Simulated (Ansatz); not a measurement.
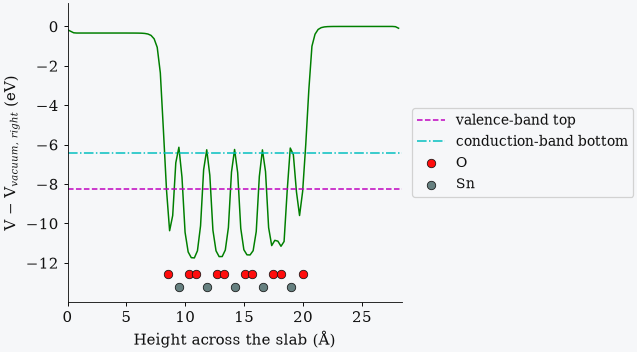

Plane-averaged electrostatic potential energy of an electron across the slab; circles at the bottom mark the heights of the atoms (positions after relaxation).

Input of the run:

```
crystal:
  lattice:
    - [3.2005650988, 0.0, 0.0]
    - [0.0, 4.7602164778, 0.0]
    - [0.0, 0.0, 28.3684108908]
  atoms:
    - { symbol: O, position: [0.0, 0.3058934983, 0.2996290498] }
    - { symbol: Sn, position: [0.5, 0.5, 0.3322001012] }
    - { symbol: O, position: [0.0, 0.6941065017, 0.3647711525] }
    - { symbol: O, position: [0.5, 0.1941065017, 0.3835289992] }
    - { symbol: Sn, position: [0.0, 0.0, 0.4161000506] }
    - { symbol: O, position: [0.5, 0.8058934983, 0.4486711019] }
    - { symbol: O, position: [0.0, 0.3058934983, 0.4674289487] }
    - { symbol: Sn, position: [0.5, 0.5, 0.5] }
    - { symbol: O, position: [0.0, 0.6941065017, 0.5325710513] }
    - { symbol: O, position: [0.5, 0.1941065017, 0.5513288981] }
    - { symbol: Sn, position: [0.0, 0.0, 0.5838999494] }
    - { symbol: O, position: [0.5, 0.8058934983, 0.6164710008] }
    - { symbol: O, position: [0.0, 0.3058934983, 0.6352288475] }
    - { symbol: Sn, position: [0.5, 0.5, 0.6677998988] }
    - { symbol: O, position: [0.0, 0.6941065017, 0.7003709502] }
basis:
  ecutwfc: 500
kpoints:
  mp_grid: { grid: [8, 6, 1] }
hamiltonian:
  xc: r2scan
scf:
  occupations: { method: gaussian, width: 0.05 }
output:
  forces: true
  eigenvalues: true
relax:
  adjacent_minimum: "off"
  f_tol: 0.03
  max_steps: 70
  constraints: [{ sites: [0, 1, 2, 3, 4, 5, 6] }]
efield:
  axis: 3
  dipole_correction: true
  ramp_width: 0.04
```

Launched with:
```bash
ansatz run input.yaml --threads 4 --pin off --max-ram 10240MiB --backend cpu --events-out ev --progress --plain --runs-dir out
```

Question: What are the ionisation potential and the electron affinity of the slab?

Answer: From the vacuum level at the right face the ionisation potential is 8.28 eV and the electron affinity 6.42 eV; at the left face they are 7.94 and 6.08 eV. The slab's gap, their difference before rounding, is 1.86 eV.

Question: Do the two faces differ, and what does that say about the slab's dipole?

Answer: The vacuum levels differ by 0.33 eV, so the slab carries a dipole along its normal. Some atoms were held fixed in the relaxation, which can itself make the faces differ.

Question: How thick are slab and vacuum?

Answer: The outermost atoms are 11.5 Å apart, which leaves 16.9 Å of vacuum in a cell 28.4 Å high.
